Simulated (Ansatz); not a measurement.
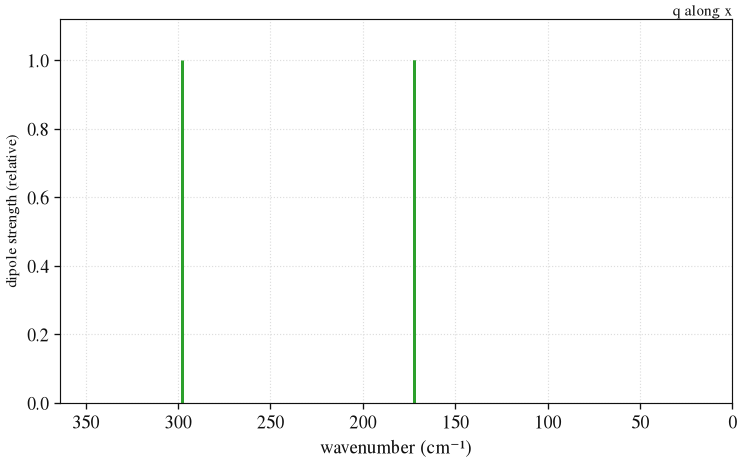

The picture above shows the polar optical modes, transverse and longitudinal, approaching the zone centre along x for MgSe, space group Fm-3m (No. 225) (cell built by us, not taken from a database). The spectrum is scaled to its strongest line.

Structure:
```
CELL_PARAMETERS angstrom
-1.94747 1.94747 2.75411
1.94747 -1.94747 2.75411
1.94747 1.94747 -2.75411
ATOMIC_POSITIONS crystal
Mg 0.50000 0.50000 0.00000
Se 0.00000 0.00000 0.00000
```

Calculation (Ansatz 0.2.0): optical phonons of an insulator on the approach to the zone centre along x, y and z with the field of polar modes, imaginary frequencies are negative, field response on a mesh refined by the program; plane waves with PAW datasets. Level: PBE, no spin polarisation.

```tsv
setting	value
wave cutoff	420 eV
k mesh	12×12×12
occupations	fixed
pressure	0 GPa
```
